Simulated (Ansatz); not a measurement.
## Run report: NiSb2, geometry relaxation (part 1 of 2)

NiSb2 (6 atoms in the cell), computed with DFT PBEsol, scalar-relativistic, plane waves, PAW, no spin polarisation (Ansatz 0.2.0).

The structure derives from an entry of the Crystallography Open Database. Figures and captions count atoms from 1; the log counts them from 0 in places.

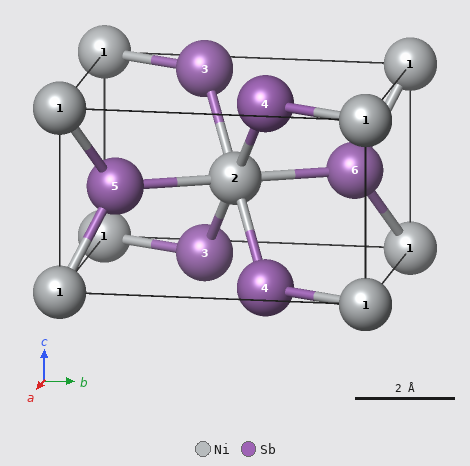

The structure as given in the input (ball-and-stick view of the cell of the calculation, seen slightly off an axis; atoms are numbered from 1 in the order of the input). An atom can appear more than once, as a periodic image. Near neighbours in the periodic cell (some may lie outside the picture): Ni has 6 Sb at 2.54 to 2.57 Å; Sb has 3 Ni at 2.54 to 2.57 Å and 1 Sb at 2.88 Å.

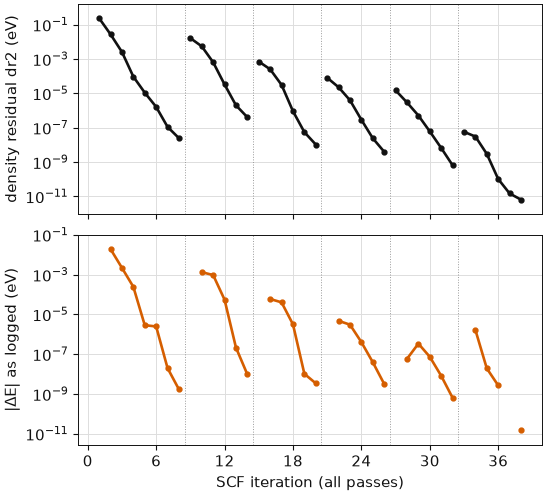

Convergence of the self-consistent field: density residual dr2 and size of the energy change against the SCF iteration. The dotted lines part the SCF passes of the relaxation: geometry steps, rejected trials and re-solves on a re-selected basis. The 6 passes take 6 to 8 iterations each, 38 in all.

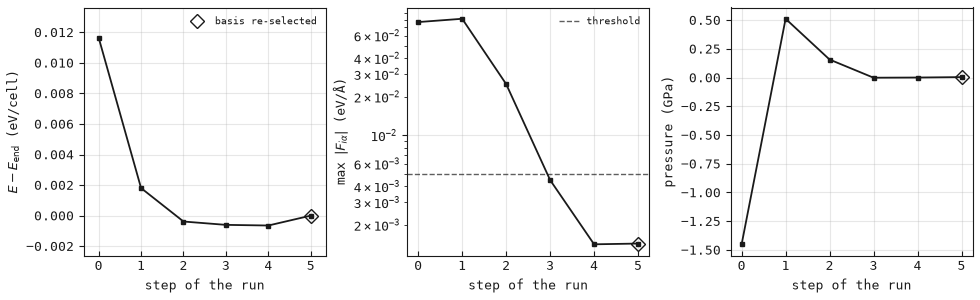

Progress of the relaxation, step by step (the first geometry is step 0 here and step 1 in the log).

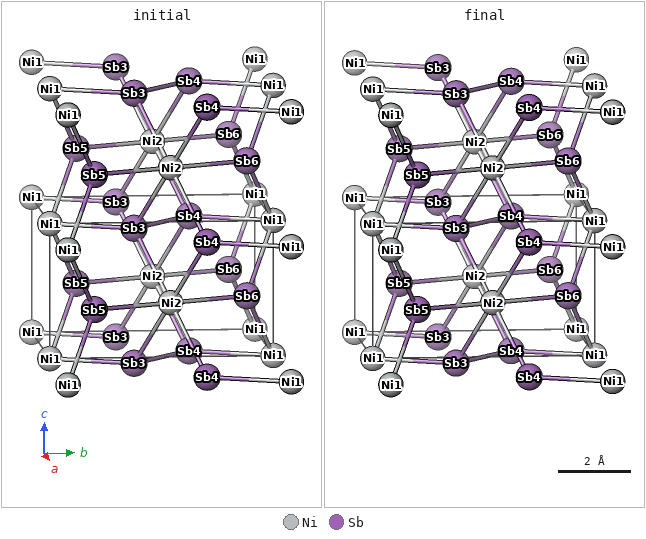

Before (left) and after (right) the relaxation, at one scale (ball-and-stick view of the cell of the calculation, repeated 2 × 1 × 2, seen at an oblique angle). The largest moves relative to the cell, 0.013 Å, are those of Sb3, Sb4, Sb5 and Sb6. Ni stays in place. Cell: a 5.182 → 5.150 Å (−0.6 %), b 6.317 → 6.275 Å (−0.7 %), c 3.840 → 3.831 Å (−0.2 %). Volume −1.5 %. Distances before and after: Ni1–Sb3 2.537 → 2.517 Å, Ni1–Sb5 2.569 → 2.556 Å, Sb3–Sb4 2.882 → 2.890 Å. The space group stays Pnnm (No. 58). The energy falls by 12.3 meV per cell of the calculation in 4 geometry steps. Largest force component: 0.077 eV/Å at the start, 0.0014 eV/Å at the end. Pressure: −1.45 GPa at the start and 0.00 GPa at the end. A last SCF at the same geometry on a re-selected plane-wave basis shifts the energy by +0.6 meV per cell of the calculation. (Atoms are counted from 1 in the order of the input.)

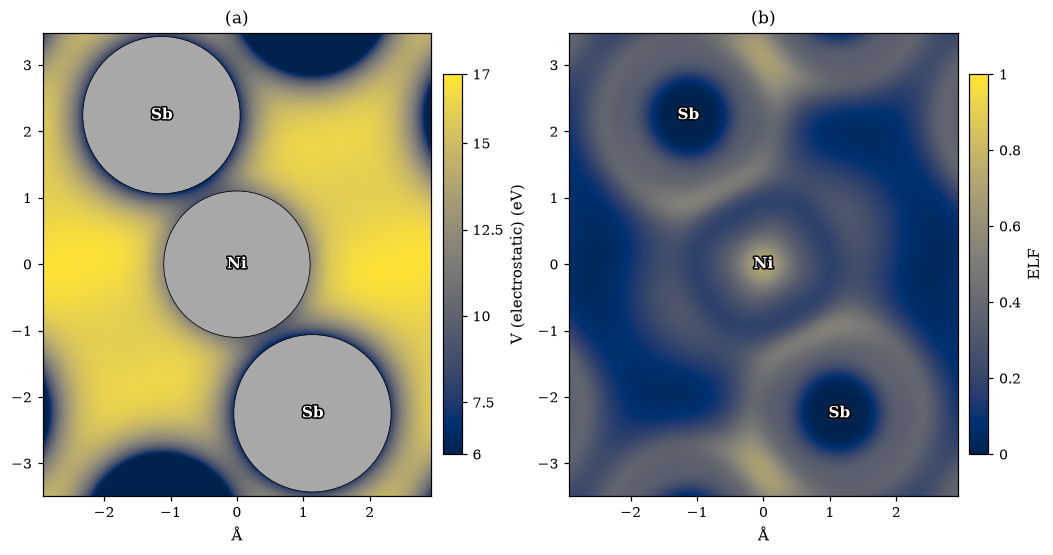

(a) electrostatic potential energy of an electron; (b) ELF on the (001) plane of the conventional cell. Grey discs, where drawn, cover atomic cores. Atoms in the plane: Ni and Sb. The strong features right at Ni lie inside the PAW spheres (semicore, d or f shells) and say nothing about bonding. Outside the cores the potential energy rises away from the atoms and is highest about 2.4 Å from the nearest atoms; outside the discs it spans about 10 eV, and its zero is arbitrary. Core electrons are frozen (PAW), so the fields are smoothed inside the atomic spheres.

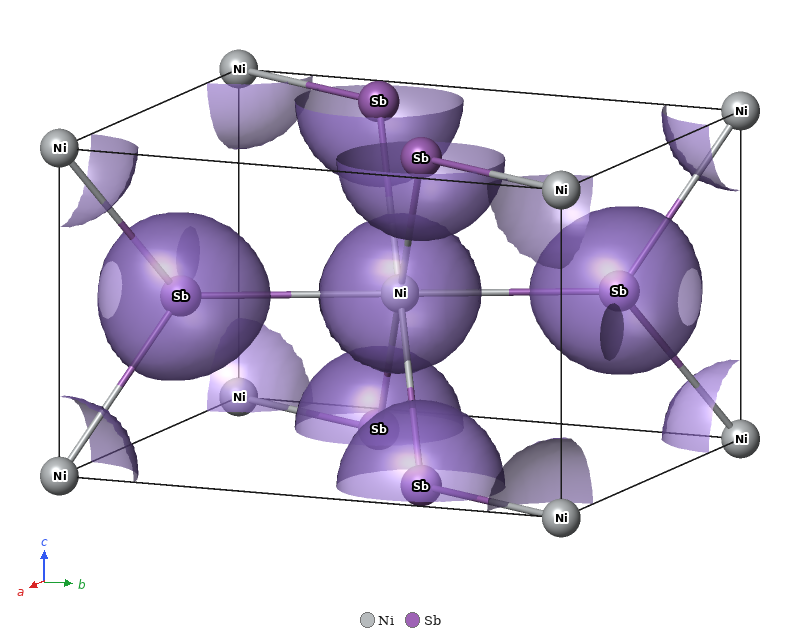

Isosurface of the valence pseudo-density at 0.6 e/Å³ (purple), seen slightly off an axis. Sticks mark near contacts. The outline is the cell set on symmetry axes. At this value the density breaks into separate islands; it holds about 75 % of the electrons treated as valence (semicore included). It is pinched off along the Ni–Sb (2.52 Å) and Sb–Sb (2.89 Å) contacts. On the grid the lowest density along these lines, outside the cores, is 0.44 e/Å³ (Ni–Sb, 2.52 Å) and 0.36 e/Å³ (Sb–Sb, 2.89 Å).

These pictures come from the run below.

**The input**
```yaml
crystal:
  lattice:
    - [5.1823, 0.0, 0.0]
    - [0.0, 6.3168, 0.0]
    - [0.0, 0.0, 3.8403]
  atoms:
    - { symbol: Ni, position: [0.0, 0.0, 0.0] }
    - { symbol: Ni, position: [0.5, 0.5, 0.5] }
    - { symbol: Sb, position: [0.2189, 0.3593, 0.0] }
    - { symbol: Sb, position: [0.7811, 0.6407, 0.0] }
    - { symbol: Sb, position: [0.7189, 0.1407, 0.5] }
    - { symbol: Sb, position: [0.2811, 0.8593, 0.5] }
basis:
  ecutwfc: 420
kpoints:
  mp_grid: { grid: [8, 6, 10] }
hamiltonian:
  xc: pbesol
scf:
  occupations: { method: gaussian, width: 0.1 }
output:
  forces: true
  stress: true
  eigenvalues: true
  write_density: true
  write_potential: true
  elf: true
  volumetric_format: npy
relax:
  adjacent_minimum: "off"
  f_tol: 0.005
  max_steps: 80
  cell: { stress_tol: 0.05 }
```

Run as:
```bash
ansatz run input.yaml --threads 1 --pin off --max-ram 2560MiB --backend cpu --events-out ev --progress --plain --runs-dir out
```

**Output**
```
Engine: ansatz 0.2.0, aarch64-unknown-linux-gnu
Pseudopotentials: kind: paw
Pseudopotential: Ni, paw, valence charge 18, recommended cutoff 420 eV (normal), Ni.paw.azcp
Pseudopotential: Sb, paw, valence charge 15, recommended cutoff 420 eV (normal), Sb.paw.azcp
Functional definition: PBEsol
  exchange = pbesol_x
  correlation = pbesol_c
Crystal: 6 atoms, lattice volume = 125.714 Å³
Basis set: ecut = 420 eV, 2457 PW (Γ), exchange–correlation on 72×90×54 points (8 copies of the dense FFT grid, shifted against one another)
Bands: 58, of which v1, the nominal top of the filled ones, is band 48 counted from 1 (47 counted from 0)
Symmetry: 8 space group operations
Space group: Pnnm (ITA 58), of the structure as read, at distance tolerance 5.0e-5 Å
k-points: 120 of 480
Non-local potential: Ni, projectors of the file, l = 0: 3, l = 1: 2, l = 2: 3, l = 3: 1
Non-local potential: Sb, projectors of the file, l = 0: 2, l = 1: 2, l = 2: 2, l = 3: 2
PAW form: soft (Blöchl's): semilocal exchange-correlation on the pseudo side does not see the compensation charge
PAW frozen core: Ni, regenerated for the run's functional, and the local potential with it (the file was generated under x = pbe(κ = 0.804, μ = 0.2195149727645171), c = pbe(β = 0.06672455060314922))
PAW frozen core: Sb, regenerated for the run's functional, and the local potential with it (the file was generated under x = pbe(κ = 0.804, μ = 0.2195149727645171), c = pbe(β = 0.06672455060314922))
PAW one-centre angular grid: Ni, 590 points (default); XC on 64 Gauss nodes
PAW one-centre angular grid: Sb, 590 points (default); XC on 64 Gauss nodes
Initial density: superposition of atomic densities (neutral atoms: chi_scale 0, normalization atom), corrected by the library's trained network
Initial wavefunctions: pseudopotential atomic-orbital guess
Functional: x = pbesol(κ = 0.804, μ = 0.12345679012345678), c = pbesol(β = 0.046)
SCF iter   1: F=—  HF=-37243.713003 eV  |F-HF|=—  |Δ(HF+E_count)|=         —  Δρ=1.64e-2  dr2=2.36e-1  ethr=1.77e-3  ⟨swp⟩=7.5  Hψ=27222  notcnv=0  defer=61
preconditioner: auto → Kerker (q_TF=auto, 2.608 Å⁻¹)  [metal: Δε(μ)=0.012 eV  Ē_g=20.119 eV  σ=0.100 eV  W_gap=0.07  n_scr=38 (ndim 8)  ℏωp=29.6 eV  f_vac=0.002  D(μ)=2.82/eV (n_scr^D=16)]
SCF iter   2: F=—  HF=-37243.693844 eV  |F-HF|=—  |Δ(HF+E_count)|=   1.92e-2  Δρ=5.03e-3  dr2=2.73e-2  ethr=2.46e-4  ⟨swp⟩=2.0  Hψ=8712  notcnv=0  defer=181
SCF iter   3: F=—  HF=-37243.691651 eV  |F-HF|=—  |Δ(HF+E_count)|=   2.19e-3  Δρ=1.22e-3  dr2=2.57e-3  ethr=2.85e-5  ⟨swp⟩=1.0  Hψ=6526  notcnv=0  defer=181
SCF iter   4: F=—  HF=-37243.691408 eV  |F-HF|=—  |Δ(HF+E_count)|=   2.43e-4  Δρ=2.08e-4  dr2=9.39e-5  ethr=2.67e-6  ⟨swp⟩=2.0  Hψ=7697  notcnv=0  defer=181
SCF iter   5: F=—  HF=-37243.691405 eV  |F-HF|=—  |Δ(HF+E_count)|=   2.87e-6  Δρ=7.16e-5  dr2=1.10e-5  ethr=9.78e-8  ⟨swp⟩=2.1  Hψ=11303  notcnv=0  defer=181
SCF iter   6: F=—  HF=-37243.691403 eV  |F-HF|=—  |Δ(HF+E_count)|=   2.48e-6  Δρ=3.08e-5  dr2=1.63e-6  ethr=1.14e-8  ⟨swp⟩=2.2  Hψ=10983  notcnv=0  defer=181
SCF iter   7: F=—  HF=-37243.691403 eV  |F-HF|=—  |Δ(HF+E_count)|=   2.00e-8  Δρ=7.85e-6  dr2=1.12e-7  ethr=1.69e-9  ⟨swp⟩=2.0  Hψ=9439  notcnv=0  defer=181
SCF iter   8: F=-37243.691403 eV  HF=-37243.691403 eV  |F-HF|=1.21e-8  |Δ(HF+E_count)|=   1.69e-9  Δρ=4.07e-6  dr2=2.46e-8  ethr=1.04e-10  ⟨swp⟩=13.2  Hψ=47126  notcnv=0
SCF 1 converged in 8 iterations: F = -37243.691403 eV  dr2 = 2.46e-8
  greatest PAW one-centre occupation: 1.001 electrons in one spin orbital (limit 2), on the Ni atom at site 1 (counted from 0), in its partial waves of l = 1
relax step   1: F+E_penalty+E_count = -37243.69140264 eV  Δ(F+E_penalty+E_count) = +0.000e0 eV  max|allowed force component| = 7.655e-2 eV/Å  Δτ_max = 0.0000 Å  P = -1.451 GPa  Ω = 125.714 Å³  (8 SCF iters, dr2 threshold 1.00e-7 eV, accepted)
Crystal: 6 atoms, lattice volume = 123.214 Å³
Basis set: ecut = 420 eV, 2429 PW (Γ), exchange–correlation on 72×90×54 points (8 copies of the dense FFT grid, shifted against one another)
Initial density: handed on by an earlier stage of this run
Initial wavefunctions: those handed on with the density
iter 1 solved again at ethr=1.70e-5 eV; its pass at ethr=3.10e-3 eV (dr2=1.64e-2 eV) is discarded
SCF iter   1: F=—  HF=-37243.703587 eV  |F-HF|=—  |Δ(HF+E_count)|=         —  Δρ=3.10e-3  dr2=1.64e-2  ethr=1.70e-5  ⟨swp⟩=1.1  Hψ=35407  notcnv=0
preconditioner: auto → Kerker (q_TF=auto, 2.617 Å⁻¹)  [metal: Δε(μ)=0.019 eV  Ē_g=20.241 eV  σ=0.100 eV  W_gap=0.11  n_scr=38 (ndim 8)  ℏωp=29.9 eV  f_vac=0.000  D(μ)=2.92/eV (n_scr^D=20)]
SCF iter   2: F=—  HF=-37243.702261 eV  |F-HF|=—  |Δ(HF+E_count)|=   1.33e-3  Δρ=1.52e-3  dr2=5.47e-3  ethr=1.70e-5  ⟨swp⟩=1.0  Hψ=6960  notcnv=0
SCF iter   3: F=—  HF=-37243.701310 eV  |F-HF|=—  |Δ(HF+E_count)|=   9.51e-4  Δρ=6.23e-4  dr2=6.44e-4  ethr=5.70e-6  ⟨swp⟩=1.2  Hψ=6996  notcnv=0
SCF iter   4: F=—  HF=-37243.701254 eV  |F-HF|=—  |Δ(HF+E_count)|=   5.51e-5  Δρ=1.98e-4  dr2=3.30e-5  ethr=6.71e-7  ⟨swp⟩=2.0  Hψ=7876  notcnv=0
SCF iter   5: F=—  HF=-37243.701255 eV  |F-HF|=—  |Δ(HF+E_count)|=   2.15e-7  Δρ=3.34e-5  dr2=2.02e-6  ethr=3.44e-8  ⟨swp⟩=1.9  Hψ=7777  notcnv=0
SCF iter   6: F=-37243.701255 eV  HF=-37243.701255 eV  |F-HF|=1.13e-7  |Δ(HF+E_count)|=   9.58e-9  Δρ=1.37e-5  dr2=4.07e-7  ethr=6.25e-10  ⟨swp⟩=11.3  Hψ=55022  notcnv=0
SCF 2 converged in 6 iterations: F = -37243.701255 eV  dr2 = 4.07e-7
relax step   2: F+E_penalty+E_count = -37243.70125460 eV  Δ(F+E_penalty+E_count) = -9.852e-3 eV  max|allowed force component| = 8.121e-2 eV/Å  Δτ_max = 0.0197 Å  P = +0.512 GPa  Ω = 123.214 Å³  energy of the carried Pulay correction = +8.153e-4 eV  (6 SCF iters, dr2 threshold 6.00e-7 eV, accepted)
Crystal: 6 atoms, lattice volume = 123.640 Å³
iter 1 solved again at ethr=6.10e-7 eV; its pass at ethr=3.10e-3 eV (dr2=5.85e-4 eV) is discarded
SCF iter   1: F=—  HF=-37243.703548 eV  |F-HF|=—  |Δ(HF+E_count)|=         —  Δρ=7.59e-4  dr2=7.12e-4  ethr=6.10e-7  ⟨swp⟩=2.9  Hψ=31226  notcnv=0
preconditioner: auto → Kerker (q_TF=auto, 2.616 Å⁻¹)  [metal: Δε(μ)=0.007 eV  Ē_g=20.232 eV  σ=0.100 eV  W_gap=0.04  n_scr=38 (ndim 8)  ℏωp=29.9 eV  f_vac=0.000  D(μ)=2.90/eV (n_scr^D=20)]
SCF iter   2: F=—  HF=-37243.703489 eV  |F-HF|=—  |Δ(HF+E_count)|=   5.94e-5  Δρ=4.03e-4  dr2=2.52e-4  ethr=6.10e-7  ⟨swp⟩=1.0  Hψ=6960  notcnv=0
SCF iter   3: F=—  HF=-37243.703448 eV  |F-HF|=—  |Δ(HF+E_count)|=   4.04e-5  Δρ=1.50e-4  dr2=3.11e-5  ethr=2.63e-7  ⟨swp⟩=1.2  Hψ=6990  notcnv=0
SCF iter   4: F=—  HF=-37243.703445 eV  |F-HF|=—  |Δ(HF+E_count)|=   3.16e-6  Δρ=4.01e-5  dr2=9.16e-7  ethr=3.24e-8  ⟨swp⟩=2.0  Hψ=7946  notcnv=0
iter 5 did not close the SCF: its close was put off for the readings that it lacked (scf_convergence_deferred on its scf_iter line)
SCF iter   5: F=-37243.703445 eV  HF=-37243.703445 eV  |F-HF|=1.64e-8  |Δ(HF+E_count)|=   1.03e-8  Δρ=7.38e-6  dr2=5.52e-8  ethr=9.55e-10  ⟨swp⟩=2.0  Hψ=11459  notcnv=0
SCF iter   6: F=-37243.703445 eV  HF=-37243.703445 eV  |F-HF|=1.08e-9  |Δ(HF+E_count)|=   3.43e-9  Δρ=2.52e-6  dr2=1.05e-8  ethr=5.75e-11  ⟨swp⟩=6.3  Hψ=47248  notcnv=0
SCF 3 converged in 6 iterations: F = -37243.703445 eV  dr2 = 1.05e-8
relax step   3: F+E_penalty+E_count = -37243.70344526 eV  Δ(F+E_penalty+E_count) = -2.191e-3 eV  max|allowed force component| = 2.514e-2 eV/Å  Δτ_max = 0.0102 Å  P = +0.157 GPa  Ω = 123.640 Å³  energy of the carried Pulay correction = +6.751e-4 eV  (6 SCF iters, dr2 threshold 6.00e-7 eV, accepted)
Crystal: 6 atoms, lattice volume = 123.841 Å³
Basis set: ecut = 420 eV, 2433 PW (Γ), exchange–correlation on 72×90×54 points (8 copies of the dense FFT grid, shifted against one another)
iter 1 solved again at ethr=7.13e-8 eV; its pass at ethr=3.10e-3 eV (dr2=6.85e-5 eV) is discarded
```
